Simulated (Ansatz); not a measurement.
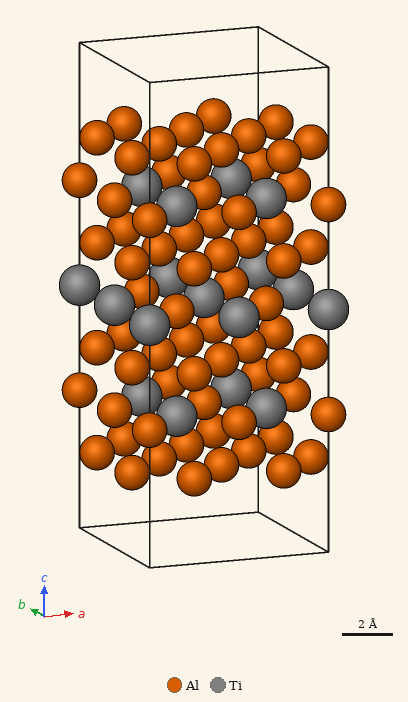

Fig. 1: The structure as given in the input (spheres-only view of the 2 × 2 repeat of the cell, with the vacuum cut short, seen slightly off an axis). An atom can appear more than once, as a periodic image.

# Geometry relaxation, with input and output: Ti₃Al₁₁ (part 1 of 2)

System: Ti₃Al₁₁ (slab, 14 atoms in the cell).
Method: DFT PBE, scalar-relativistic, plane waves, PAW, no spin polarisation (Ansatz 0.2.0).

The structure derives from a Materials Project entry. It belongs to a series of runs on one base structure; here: (0 0 1) slab, atoms relaxed.

**Input**
```yaml
crystal:
  lattice:
    - [3.8453468584, 0.0, 0.0]
    - [0.0, 3.8453468584, 0.0]
    - [0.0, 0.0, 27.9342143898]
  atoms:
    - { symbol: Al, position: [0.5, 0.0, 0.2684879516] }
    - { symbol: Al, position: [0.0, 0.5, 0.2684879516] }
    - { symbol: Ti, position: [0.5, 0.5, 0.3456586344] }
    - { symbol: Al, position: [0.0, 0.0, 0.3456586344] }
    - { symbol: Al, position: [0.0, 0.5, 0.4228293172] }
    - { symbol: Al, position: [0.5, 0.0, 0.4228293172] }
    - { symbol: Ti, position: [0.0, 0.0, 0.5] }
    - { symbol: Al, position: [0.5, 0.5, 0.5] }
    - { symbol: Al, position: [0.5, 0.0, 0.5771706828] }
    - { symbol: Al, position: [0.0, 0.5, 0.5771706828] }
    - { symbol: Ti, position: [0.5, 0.5, 0.6543413656] }
    - { symbol: Al, position: [0.0, 0.0, 0.6543413656] }
    - { symbol: Al, position: [0.0, 0.5, 0.7315120484] }
    - { symbol: Al, position: [0.5, 0.0, 0.7315120484] }
basis:
  ecutwfc: 420
kpoints:
  mp_grid: { grid: [9, 9, 1] }
hamiltonian:
  xc: pbe
scf:
  occupations: { method: gaussian, width: 0.1 }
output:
  forces: true
  eigenvalues: true
  write_density: true
  write_potential: true
  elf: true
  volumetric_format: npy
relax:
  adjacent_minimum: "off"
  f_tol: 0.02
  max_steps: 60
efield:
  axis: 3
  dipole_correction: true
  ramp_width: 0.04
```

Machine: 1 thread of Intel Xeon @ 2.50GHz (Skylake/Cascade Lake), 32 GiB of memory available, shared host.

Run as:
```bash
ansatz run input.yaml --threads 1 --pin off --max-ram 2560MiB --backend cpu --events-out ev --progress --plain --runs-dir out
```

**What the program printed**
```
Engine: ansatz 0.2.0, x86_64-unknown-linux-gnu
Pseudopotentials: kind: paw
Pseudopotential: Al, paw, valence charge 3, recommended cutoff 420 eV (normal), Al.paw.azcp
Pseudopotential: Ti, paw, valence charge 12, recommended cutoff 420 eV (normal), Ti.paw.azcp
Functional definition: PBE
  parameter kappa = 0.804
  parameter beta = 0.06672455060314922
  exchange = pbe_x(kappa = kappa, mu = beta*pi^2/3)
  correlation = pbe_c(beta = beta)
Crystal: 14 atoms, lattice volume = 413.055 Å³
Basis set: ecut = 420 eV, 8125 PW (Γ), exchange–correlation on 54×54×384 points (8 copies of the dense FFT grid, shifted against one another)
Bands: 49, of which v1, the nominal top of the filled ones, is band 35 counted from 1 (34 counted from 0)
Symmetry: 8 space group operations
k-points: 15 of 81
Non-local potential: Al, projectors of the file, l = 0: 2, l = 1: 2, l = 2: 1
Non-local potential: Ti, projectors of the file, l = 0: 3, l = 1: 2, l = 2: 3, l = 3: 1
PAW form: soft (Blöchl's): semilocal exchange-correlation on the pseudo side does not see the compensation charge
PAW one-centre angular grid: Al, 110 points (default); XC on 64 Gauss nodes
PAW one-centre angular grid: Ti, 590 points (default); XC on 64 Gauss nodes
Initial density: superposition of atomic densities (neutral atoms: chi_scale 0, normalization atom), corrected by the library's trained network
Initial wavefunctions: pseudopotential atomic-orbital guess
Functional: x = pbe(κ = 0.804, μ = 0.2195149727645171), c = pbe(β = 0.06672455060314922)
SCF iter   1: F=—  HF=-13413.944666 eV  |F-HF|=—  |Δ(HF+E_count)|=         —  Δρ=2.71e-3  dr2=1.69e-1  ethr=1.77e-3  p=0.000 e·Å  D=3.50e-15 V/Å  ΔV_dip=-0.00 eV  dr2_dipole=6.04e-7  V_vac-E_F(+/−)=4.27/4.27 eV  ⟨swp⟩=11.6  Hψ=4148  notcnv=0
efield: sawtooth ramp at fractional position 0.9800 (placed from the atoms, in the widest stretch of the axis that holds none; the zero of the levels goes with the place), width 0.0400; the density the first Hamiltonian is built on has a dipole p = 0.000 e·Å; the dipole correction subtracts the counter field D = 3.50e-15 V/Å, which shifts the + side's vacuum level by -0.00 eV against the − side's; the planar-averaged density in the ramp window peaks in size at 5.6e-6 e/Å³
preconditioner: auto → LDOS  [metal: Δε(μ)=0.053 eV  Ē_g=5.241 eV  σ=0.100 eV  W_gap=0.28  n_scr=62 (ndim 8)  ℏωp=12.3 eV  f_vac=0.383  D(μ)=5.69/eV (n_scr^D=14)  β→1.0]
SCF iter   2: F=—  HF=-13413.934143 eV  |F-HF|=—  |Δ(HF+E_count)|=   1.05e-2  Δρ=1.30e-3  dr2=2.51e-2  ethr=2.45e-4  p=0.000 e·Å  D=1.11e-5 V/Å  ΔV_dip=-0.00 eV  dr2_dipole=1.72e-6  V_vac-E_F(+/−)=4.16/4.16 eV  ⟨swp⟩=2.0  Hψ=1192  notcnv=0  defer=43
SCF iter   3: F=—  HF=-13413.932059 eV  |F-HF|=—  |Δ(HF+E_count)|=   2.08e-3  Δρ=4.13e-4  dr2=1.44e-3  ethr=3.64e-5  p=0.000 e·Å  D=3.90e-7 V/Å  ΔV_dip=-0.00 eV  dr2_dipole=1.15e-7  V_vac-E_F(+/−)=4.22/4.22 eV  ⟨swp⟩=2.1  Hψ=950  notcnv=0  defer=43
SCF iter   4: F=—  HF=-13413.931733 eV  |F-HF|=—  |Δ(HF+E_count)|=   3.26e-4  Δρ=9.61e-5  dr2=1.12e-4  ethr=2.08e-6  p=0.000 e·Å  D=1.05e-6 V/Å  ΔV_dip=-0.00 eV  dr2_dipole=5.09e-9  V_vac-E_F(+/−)=4.21/4.21 eV  ⟨swp⟩=2.9  Hψ=1099  notcnv=0  defer=43
iter 5 did not close the SCF: its close was put off for the readings that it lacked (scf_convergence_deferred on its scf_iter line)
SCF iter   5: F=-13413.931769 eV  HF=-13413.931767 eV  |F-HF|=2.21e-6  |Δ(HF+E_count)|=   3.40e-5  Δρ=2.01e-5  dr2=2.89e-6  ethr=1.62e-7  p=0.000 e·Å  D=5.02e-7 V/Å  ΔV_dip=-0.00 eV  dr2_dipole=2.52e-12  V_vac-E_F(+/−)=4.21/4.21 eV  ⟨swp⟩=2.0  Hψ=929  notcnv=0  defer=40
iter 6 did not close the SCF: its close was put off until two iterations running show no level that it waits for move by more than its bar (scf_convergence_deferred on its scf_iter line)
SCF iter   6: F=-13413.931771 eV  HF=-13413.931771 eV  |F-HF|=2.13e-8  |Δ(HF+E_count)|=   3.69e-6  Δρ=7.17e-6  dr2=3.10e-7  ethr=4.18e-9  p=0.000 e·Å  D=1.64e-7 V/Å  ΔV_dip=-0.00 eV  dr2_dipole=5.52e-12  V_vac-E_F(+/−)=4.21/4.21 eV  ⟨swp⟩=23.3  Hψ=7198  notcnv=0
iter 7 did not close the SCF: its close was put off until two iterations running show no level that it waits for move by more than its bar (scf_convergence_deferred on its scf_iter line)
SCF iter   7: F=-13413.931771 eV  HF=-13413.931771 eV  |F-HF|=1.06e-8  |Δ(HF+E_count)|=   1.24e-7  Δρ=2.28e-6  dr2=4.77e-8  ethr=4.49e-10  p=0.000 e·Å  D=3.66e-8 V/Å  ΔV_dip=-0.00 eV  dr2_dipole=3.50e-13  V_vac-E_F(+/−)=4.21/4.21 eV  ⟨swp⟩=10.5  Hψ=5297  notcnv=0
SCF iter   8: F=-13413.931771 eV  HF=-13413.931771 eV  |F-HF|=9.82e-11  |Δ(HF+E_count)|=   1.67e-8  Δρ=5.36e-7  dr2=2.31e-9  ethr=6.91e-11  p=0.000 e·Å  D=1.35e-8 V/Å  ΔV_dip=-0.00 eV  dr2_dipole=1.06e-13  V_vac-E_F(+/−)=4.21/4.21 eV  ⟨swp⟩=8.7  Hψ=4580  notcnv=0
SCF 1 converged in 8 iterations: F = -13413.931771 eV  dr2 = 2.31e-9
  greatest PAW one-centre occupation: 0.999 electrons in one spin orbital (limit 2), on the Ti atom at site 6 (counted from 0), in its partial waves of l = 0
relax step   1: F+E_penalty+E_count = -13413.93177109 eV  Δ(F+E_penalty+E_count) = +0.000e0 eV  max|allowed force component| = 5.900e-1 eV/Å  Δτ_max = 0.0000 Å  (8 SCF iters, dr2 threshold 1.00e-5 eV, accepted)
Initial density: handed on by an earlier stage of this run
Initial wavefunctions: those handed on with the density
iter 1 solved again at ethr=2.71e-3 eV; its pass at ethr=3.10e-3 eV (dr2=1.87e0 eV) is discarded
SCF iter   1: F=—  HF=-13414.144912 eV  |F-HF|=—  |Δ(HF+E_count)|=         —  Δρ=1.05e-2  dr2=1.89e0  ethr=2.71e-3  p=0.000 e·Å  D=1.35e-8 V/Å  ΔV_dip=-0.00 eV  dr2_dipole=2.04e-12  V_vac-E_F(+/−)=4.31/4.31 eV  ⟨swp⟩=1.1  Hψ=2960  notcnv=0  defer=64
efield: sawtooth ramp at fractional position 0.9800 (handed on by an earlier solve), width 0.0400; the density the first Hamiltonian is built on has a dipole p = 0.000 e·Å; the dipole correction subtracts the counter field D = 1.35e-8 V/Å, which shifts the + side's vacuum level by -0.00 eV against the − side's; the planar-averaged density in the ramp window peaks in size at 1.5e-6 e/Å³
preconditioner: auto → LDOS  [metal: Δε(μ)=0.064 eV  Ē_g=5.314 eV  σ=0.100 eV  W_gap=0.35  n_scr=62 (ndim 8)  ℏωp=12.3 eV  f_vac=0.397  D(μ)=4.32/eV (n_scr^D=12)  β→1.0]
SCF iter   2: F=—  HF=-13414.097929 eV  |F-HF|=—  |Δ(HF+E_count)|=   4.70e-2  Δρ=7.70e-3  dr2=1.18e0  ethr=2.71e-3  p=0.000 e·Å  D=2.57e-6 V/Å  ΔV_dip=-0.00 eV  dr2_dipole=4.25e-8  V_vac-E_F(+/−)=3.89/3.89 eV  ⟨swp⟩=2.5  Hψ=1086  notcnv=0  defer=69
SCF iter   3: F=—  HF=-13413.964036 eV  |F-HF|=—  |Δ(HF+E_count)|=   1.34e-1  Δρ=7.07e-4  dr2=5.00e-3  ethr=1.71e-3  p=-0.000 e·Å  D=-9.96e-8 V/Å  ΔV_dip=0.00 eV  dr2_dipole=5.23e-11  V_vac-E_F(+/−)=4.21/4.21 eV  ⟨swp⟩=2.1  Hψ=968  notcnv=0  defer=82
SCF iter   4: F=—  HF=-13413.970509 eV  |F-HF|=—  |Δ(HF+E_count)|=   6.47e-3  Δρ=4.34e-4  dr2=4.11e-3  ethr=7.24e-6  p=0.000 e·Å  D=5.42e-7 V/Å  ΔV_dip=-0.00 eV  dr2_dipole=4.11e-10  V_vac-E_F(+/−)=4.24/4.24 eV  ⟨swp⟩=3.1  Hψ=1271  notcnv=0  defer=83
SCF iter   5: F=—  HF=-13413.969883 eV  |F-HF|=—  |Δ(HF+E_count)|=   6.26e-4  Δρ=1.37e-4  dr2=3.29e-4  ethr=5.96e-6  p=0.000 e·Å  D=4.25e-7 V/Å  ΔV_dip=-0.00 eV  dr2_dipole=2.34e-10  V_vac-E_F(+/−)=4.24/4.24 eV  ⟨swp⟩=2.3  Hψ=880  notcnv=0  defer=83
SCF iter   6: F=—  HF=-13413.969874 eV  |F-HF|=—  |Δ(HF+E_count)|=   9.67e-6  Δρ=3.92e-5  dr2=3.03e-5  ethr=4.76e-7  p=-0.000 e·Å  D=-1.62e-7 V/Å  ΔV_dip=0.00 eV  dr2_dipole=5.68e-12  V_vac-E_F(+/−)=4.23/4.23 eV  ⟨swp⟩=2.3  Hψ=954  notcnv=0  defer=83
SCF iter   7: F=-13413.969869 eV  HF=-13413.969871 eV  |F-HF|=1.87e-6  |Δ(HF+E_count)|=   2.38e-6  Δρ=1.47e-5  dr2=2.42e-6  ethr=3.15e-8  p=0.000 e·Å  D=7.49e-9 V/Å  ΔV_dip=-0.00 eV  dr2_dipole=6.19e-12  V_vac-E_F(+/−)=4.24/4.24 eV  ⟨swp⟩=27.1  Hψ=8206  notcnv=0
SCF 2 converged in 7 iterations: F = -13413.969869 eV  dr2 = 2.42e-6
relax step   2: F+E_penalty+E_count = -13413.96986930 eV  Δ(F+E_penalty+E_count) = -3.810e-2 eV  max|allowed force component| = 6.245e-1 eV/Å  Δτ_max = 0.1987 Å  (7 SCF iters, dr2 threshold 2.18e-5 eV, accepted)
SCF iter   1: F=—  HF=-13414.065967 eV  |F-HF|=—  |Δ(HF+E_count)|=         —  Δρ=4.32e-3  dr2=4.82e-1  ethr=2.01e-3  p=0.000 e·Å  D=7.50e-9 V/Å  ΔV_dip=-0.00 eV  dr2_dipole=1.26e-9  V_vac-E_F(+/−)=4.22/4.22 eV  ⟨swp⟩=3.0  Hψ=1427  notcnv=0  defer=87
efield: sawtooth ramp at fractional position 0.9800 (handed on by an earlier solve), width 0.0400; the density the first Hamiltonian is built on has a dipole p = 0.000 e·Å; the dipole correction subtracts the counter field D = 7.50e-9 V/Å, which shifts the + side's vacuum level by -0.00 eV against the − side's; the planar-averaged density in the ramp window peaks in size at 1.5e-6 e/Å³
preconditioner: auto → LDOS  [metal: Δε(μ)=0.019 eV  Ē_g=5.313 eV  σ=0.100 eV  W_gap=0.11  n_scr=62 (ndim 8)  ℏωp=12.3 eV  f_vac=0.393  D(μ)=5.11/eV (n_scr^D=12)  β→1.0]
SCF iter   2: F=—  HF=-13414.048106 eV  |F-HF|=—  |Δ(HF+E_count)|=   1.79e-2  Δρ=2.45e-3  dr2=1.42e-1  ethr=6.99e-4  p=-0.000 e·Å  D=-3.93e-7 V/Å  ΔV_dip=0.00 eV  dr2_dipole=5.90e-9  V_vac-E_F(+/−)=4.28/4.28 eV  ⟨swp⟩=2.5  Hψ=1182  notcnv=0  defer=90
SCF iter   3: F=—  HF=-13414.034851 eV  |F-HF|=—  |Δ(HF+E_count)|=   1.33e-2  Δρ=4.37e-4  dr2=3.45e-3  ethr=2.05e-4  p=-0.000 e·Å  D=-2.36e-8 V/Å  ΔV_dip=0.00 eV  dr2_dipole=3.14e-10  V_vac-E_F(+/−)=4.22/4.22 eV  ⟨swp⟩=2.0  Hψ=976  notcnv=0  defer=90
SCF iter   4: F=—  HF=-13414.034151 eV  |F-HF|=—  |Δ(HF+E_count)|=   7.00e-4  Δρ=9.69e-5  dr2=8.01e-5  ethr=5.00e-6  p=-0.000 e·Å  D=-4.66e-7 V/Å  ΔV_dip=0.00 eV  dr2_dipole=1.24e-10  V_vac-E_F(+/−)=4.23/4.23 eV  ⟨swp⟩=2.6  Hψ=1140  notcnv=0  defer=89
SCF iter   5: F=-13414.034185 eV  HF=-13414.034187 eV  |F-HF|=1.72e-6  |Δ(HF+E_count)|=   3.54e-5  Δρ=2.94e-5  dr2=4.41e-6  ethr=3.53e-8  p=-0.000 e·Å  D=-7.19e-8 V/Å  ΔV_dip=0.00 eV  dr2_dipole=8.56e-13  V_vac-E_F(+/−)=4.23/4.23 eV  ⟨swp⟩=26.0  Hψ=8494  notcnv=0
SCF 3 converged in 5 iterations: F = -13414.034185 eV  dr2 = 4.41e-6
relax step   3: F+E_penalty+E_count = -13414.03418511 eV  Δ(F+E_penalty+E_count) = -6.432e-2 eV  max|allowed force component| = 4.661e-2 eV/Å  Δτ_max = 0.0486 Å  (5 SCF iters, dr2 threshold 2.44e-5 eV, accepted)
SCF iter   1: F=—  HF=-13414.036866 eV  |F-HF|=—  |Δ(HF+E_count)|=         —  Δρ=9.55e-4  dr2=2.69e-2  ethr=1.65e-3  p=-0.000 e·Å  D=-7.19e-8 V/Å  ΔV_dip=0.00 eV  dr2_dipole=1.03e-10  V_vac-E_F(+/−)=4.22/4.22 eV  ⟨swp⟩=2.0  Hψ=1090  notcnv=0  defer=88
efield: sawtooth ramp at fractional position 0.9800 (handed on by an earlier solve), width 0.0400; the density the first Hamiltonian is built on has a dipole p = -0.000 e·Å; the dipole correction subtracts the counter field D = -7.19e-8 V/Å, which shifts the + side's vacuum level by +0.00 eV against the − side's; the planar-averaged density in the ramp window peaks in size at 1.8e-6 e/Å³
preconditioner: auto → LDOS  [metal: Δε(μ)=0.025 eV  Ē_g=5.290 eV  σ=0.100 eV  W_gap=0.14  n_scr=62 (ndim 8)  ℏωp=12.3 eV  f_vac=0.391  D(μ)=5.11/eV (n_scr^D=12)  β→1.0]
SCF iter   2: F=—  HF=-13414.035799 eV  |F-HF|=—  |Δ(HF+E_count)|=   1.07e-3  Δρ=5.04e-4  dr2=5.58e-3  ethr=3.89e-5  p=-0.000 e·Å  D=-8.30e-7 V/Å  ΔV_dip=0.00 eV  dr2_dipole=1.86e-10  V_vac-E_F(+/−)=4.24/4.24 eV  ⟨swp⟩=2.2  Hψ=1088  notcnv=0  defer=81
SCF iter   3: F=—  HF=-13414.035385 eV  |F-HF|=—  |Δ(HF+E_count)|=   4.14e-4  Δρ=7.01e-5  dr2=5.77e-5  ethr=8.09e-6  p=0.000 e·Å  D=1.27e-7 V/Å  ΔV_dip=-0.00 eV  dr2_dipole=1.89e-13  V_vac-E_F(+/−)=4.22/4.22 eV  ⟨swp⟩=2.0  Hψ=861  notcnv=0  defer=81
SCF iter   4: F=—  HF=-13414.035387 eV  |F-HF|=—  |Δ(HF+E_count)|=   2.58e-6  Δρ=1.22e-5  dr2=2.05e-6  ethr=8.36e-8  p=-0.000 e·Å  D=-7.78e-8 V/Å  ΔV_dip=0.00 eV  dr2_dipole=8.67e-12  V_vac-E_F(+/−)=4.22/4.22 eV  ⟨swp⟩=2.7  Hψ=1091  notcnv=0  defer=81
SCF iter   5: F=—  HF=-13414.035388 eV  |F-HF|=—  |Δ(HF+E_count)|=   6.63e-7  Δρ=3.92e-6  dr2=1.89e-7  ethr=1.45e-10  p=0.000 e·Å  D=1.26e-8 V/Å  ΔV_dip=-0.00 eV  dr2_dipole=1.28e-13  V_vac-E_F(+/−)=4.22/4.22 eV  ⟨swp⟩=22.0  Hψ=6803  notcnv=0
SCF iter   6: F=-13414.035388 eV  HF=-13414.035388 eV  |F-HF|=6.73e-9  |Δ(HF+E_count)|=   5.84e-8  Δρ=1.63e-6  dr2=2.19e-8  ethr=1.45e-10  p=0.000 e·Å  D=4.26e-9 V/Å  ΔV_dip=-0.00 eV  dr2_dipole=5.05e-14  V_vac-E_F(+/−)=4.22/4.22 eV  ⟨swp⟩=11.7  Hψ=4728  notcnv=0
SCF 4 converged in 6 iterations: F = -13414.035388 eV  dr2 = 2.19e-8
relax step   4: F+E_penalty+E_count = -13414.03538819 eV  Δ(F+E_penalty+E_count) = -1.203e-3 eV  max|allowed force component| = 1.353e-2 eV/Å  Δτ_max = 0.0246 Å  (6 SCF iters, accepted)
```

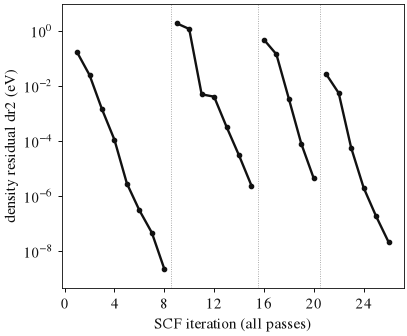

Fig. 2: Convergence of the self-consistent field: density residual dr2 against the SCF iteration. The dotted lines part the SCF passes of the relaxation: geometry steps, rejected trials and re-solves on a re-selected basis. The passes take 8, 7, 5 and 6 iterations.

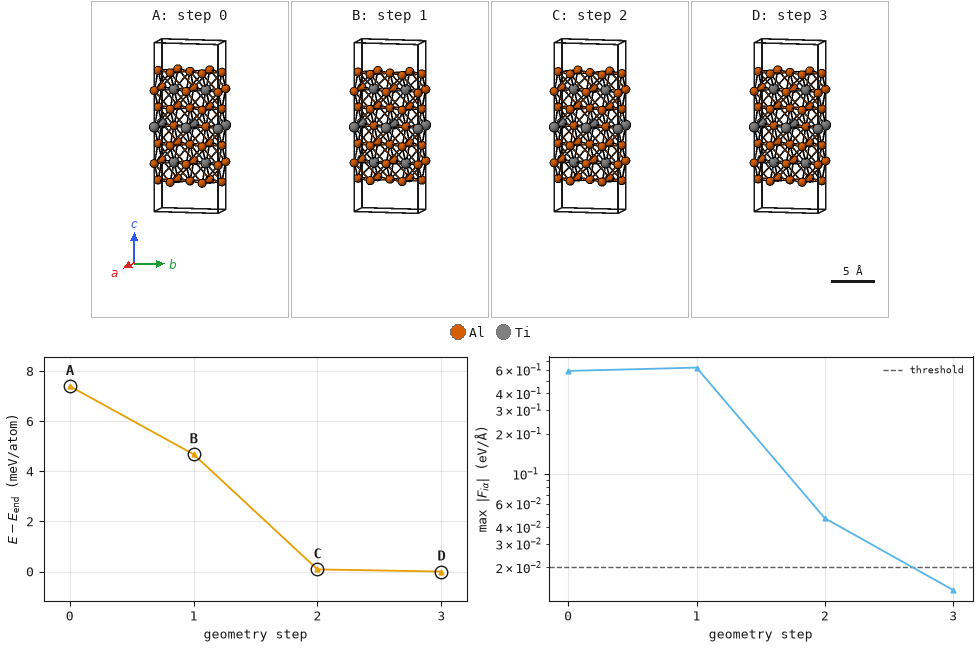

Fig. 3: Frames of the relaxation (ball-and-stick view of the 1 × 2 repeat of the cell, with the vacuum cut short, seen slightly off an axis) above the curves, on which the letters mark them (the first geometry is step 0 here and step 1 in the log).

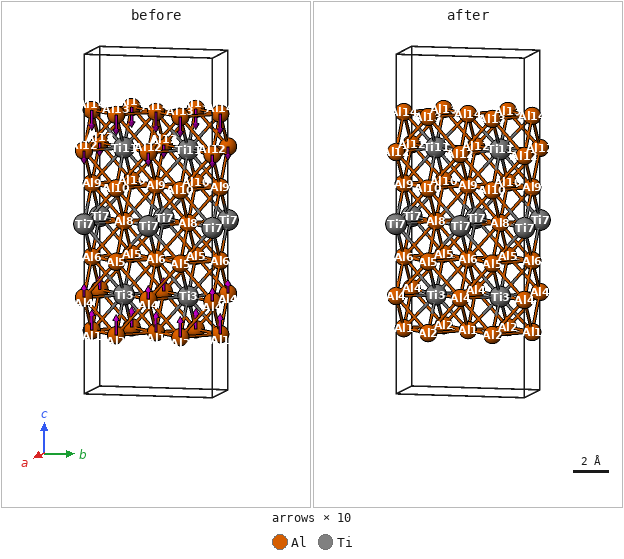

Fig. 4: Before (left) and after (right) the relaxation, at one scale (ball-and-stick view of the 1 × 2 repeat of the cell, with the vacuum cut short, seen slightly off an axis). The pink arrows give the displacements, magnified 10 times. The largest moves, 0.13 Å, are those of Al1, Al2, Al13 and Al14. Largest moves by element: Al 0.13 Å, Ti 0.01 Å. The cell doesn't change. Among the contacts that change: Al1–Ti3 2.889 → 2.789 Å, Al10–Al12 2.889 → 2.831 Å, Al12–Al13 2.889 → 2.859 Å, Al10–Ti11 2.889 → 2.902 Å. Over 3 geometry steps the energy falls by 7.4 meV per atom. Largest force component: 0.59 eV/Å at the start, 0.014 eV/Å at the end. (Atoms are counted from 1 in the order of the input.)
